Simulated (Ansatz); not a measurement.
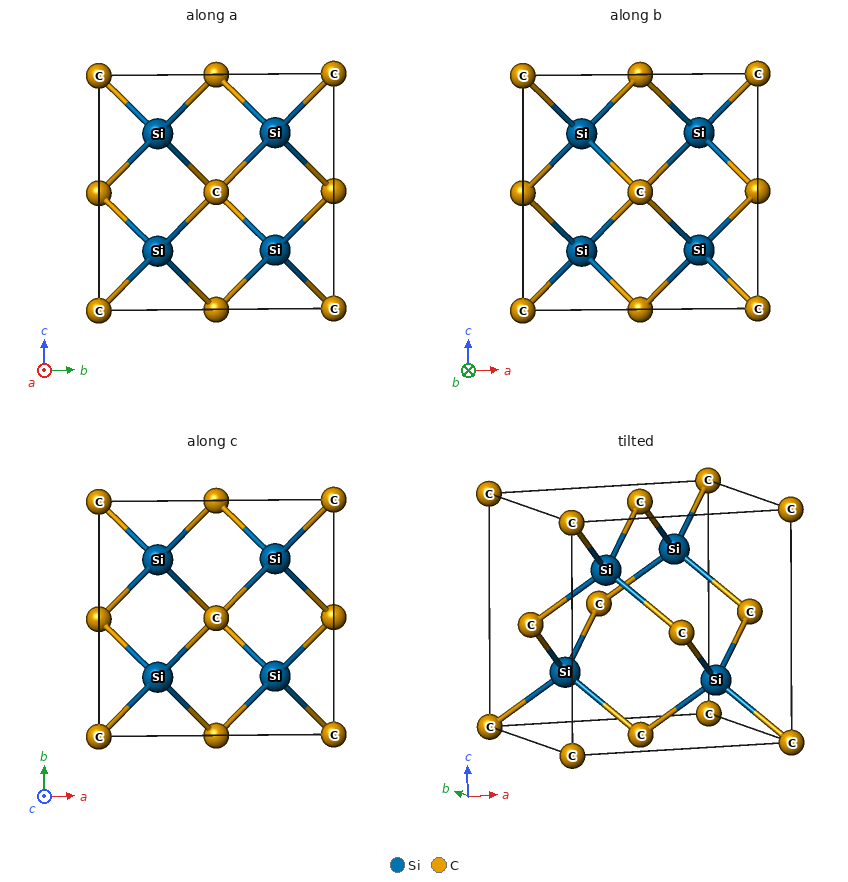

Shown here is a ball-and-stick view of the crystal, taken along the a axis, along the b axis, along the c axis and slightly off an axis. The frame is the drawn cell (a repeat of the simulation cell); atoms at its boundary are shown with their periodic copies.

Lattice parameters: a = 4.327 Å, b = 4.327 Å, c = 4.327 Å, α = 89.48°, β = 89.48°, γ = 89.48°. Put a along x and b in the xy plane.

> Convert the drawing into a POSCAR file, with free fractional coordinates to two decimals.

```
Si C
1.0
     4.327    0.000    0.000
     0.039    4.326    0.000
     0.039    0.039    4.326
Si C
4 4
Direct
  0.75 0.25 0.25
  0.25 0.75 0.25
  0.25 0.25 0.75
  0.75 0.75 0.75
  0.00 0.50 0.50
  0.50 0.00 0.50
  0.50 0.50 0.00
  0.00 0.00 0.00
```

The starting point was a structure type filled with these elements by a generator (whether the compound takes this form wasn't checked). The cell was then strained or its atoms displaced on purpose. It was the input of a calculation with Ansatz.
